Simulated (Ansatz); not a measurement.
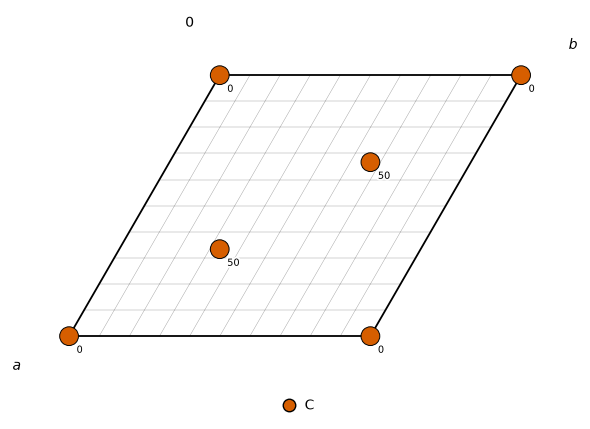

Plan of a unit cell projected along c (a down the page, b across); the numbers are heights in hundredths of c, and atoms on the cell's edges are repeated. The grid marks tenths of a and b. Source: the geometry relaxed with DFT, PBEsol, plane waves (420 eV) with PAW, scalar-relativistic in Ansatz 0.2.0; the starting structure was generated, so it need not be a known form of this composition. All values are computed from the atomic coordinates in the standard setting (tolerance 0.002 Å).

a = 5.922 Å, b = 5.922 Å, c = 1.283 Å, α = 90.00°, β = 90.00°, γ = 120.00°.

### What does the cell contain?

3 C: C, Z = 3.

### Which space group?

No. 191, P6/mmm, primitive hexagonal.

### Give the independent sites, coordinates to two places.

```csv
atom,site,symmetry,x,y,z
C,1a,6/mmm,0.00,0.00,0.00
C,2d,-6m2,0.33,0.67,0.50
```
